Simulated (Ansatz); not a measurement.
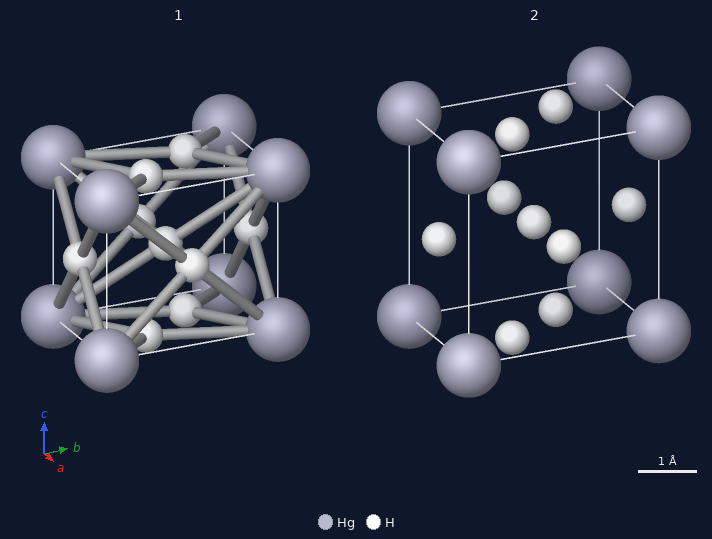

Two geometries of crystalline HgH5 (a generated structure, set up in P6/mmm) (coarse preliminary run), drawn at one scale. One is the start of a relaxation, the other its converged end. A ball-and-stick model of the cell of the calculation, seen slightly off an axis.

These are results of Ansatz 0.2.0, DFT PBE, scalar-relativistic, plane waves, PAW, not measurements. Set-up: plane-wave cutoff 420 eV; k-point mesh 6 × 6 × 6; occupations gaussian; smearing width 0.1 eV; no spin polarisation; cell and atoms relaxed; force threshold 0.04 eV/Å; at most 70 steps.

Which geometry has the lower energy?

Answer. Structure 1 is the relaxed one. The atoms keep their places relative to the cell (all moves are under 0.005 Å). The volume changes by −36.6 %, with a = b 4.540 → 4.086 Å (−10.0 %), c 3.606 → 2.824 Å (−21.7 %). Near-neighbour distances that change, for instance: H–Hg 2.899 → 2.483 Å, H–Hg 2.621 → 2.359 Å. The space group stays P6/mmm (No. 191). After 5 accepted moves (7 points after the start) the energy has fallen by 1.529 eV per cell of the calculation. All forces vanish by symmetry, so only the cell relaxes. Pressure: −12.68 GPa at the start and −0.25 GPa at the end. The line search rejected the trial step at point 5 of the run. At 1 point the geometry stayed and the basis and grid were re-selected for the new cell (energy shift of 8.7 meV per cell of the calculation at most each time). The run took 17 s on 1 thread of Arm Neoverse V1 (shared host), peak memory 0.32 GiB.
